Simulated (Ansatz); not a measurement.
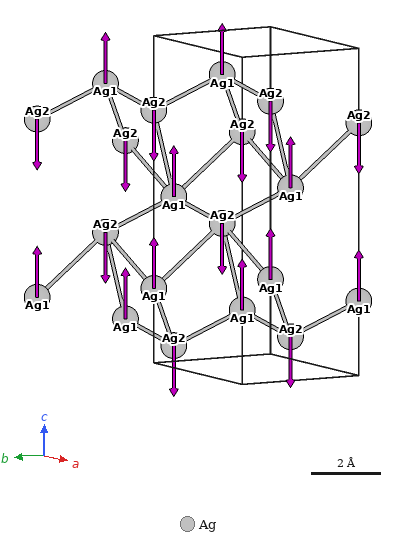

This is a relaxation of a crystal of Ag (built on the grey arsenic (A7)_166 type) (coarse preliminary run). The starting structure is drawn; purple arrows show the displacements (the part carried along by the change of the cell is left out), magnified 5 times.

Style: ball-and-stick. Shown: the conventional cell (3 times the calculation's cell), repeated 1 × 2 × 1 with one cell outlined, from a free direction. Lengths and directions refer to the drawn axes.

Case: grey arsenic (A7) type (R-3m, No. 166).

All numbers below come from DFT r2SCAN, scalar-relativistic, plane waves, PAW in Ansatz. Set-up: plane-wave cutoff 500 eV; k-point mesh 6 × 6 × 6; occupations gaussian; smearing width 0.1 eV; no spin polarisation; cell and atoms relaxed; force threshold 0.04 eV/Å; at most 70 steps.

**Describe the change and its energy.**

The largest moves relative to the cell, 0.31 Å, are those of Ag1 and Ag2. Ag2 goes along −c. The drawn cell changes as follows: a = b 3.562 → 2.938 Å (−17.5 %), c 9.909 → 13.975 Å (+41.0 %); the volume changes by −4.0 %. Among the contacts that change: Ag1–Ag1 3.562 → 2.938 Å, Ag1–Ag2 2.384 → 2.881 Å, Ag1–Ag2 (another image) 2.937 → 2.882 Å. Among the angles between lasting bonds that change: Ag2–Ag1–Ag2 96.7° → 61.3°, Ag2–Ag1–Ag2 93.4° → 118.7°, Ag2–Ag1–Ag2 164.8° → 180.0°. The space group stays R-3m (No. 166). After 12 accepted moves (15 points after the start) the energy has fallen by 821 meV per atom. Largest force component: 4.4 eV/Å at the start, 0.0042 eV/Å at the end. Pressure: 23.53 GPa at the start and −0.07 GPa at the end. The line search rejected the trial step at point 9 of the run. The SCF was repeated twice at an unchanged geometry on a basis and grid sized afresh for the cell, which shifted the energy by 21.7 meV per atom at most. The run may lie on a higher electronic state than the lowest, so the end point isn't shown to be the ground-state structure.
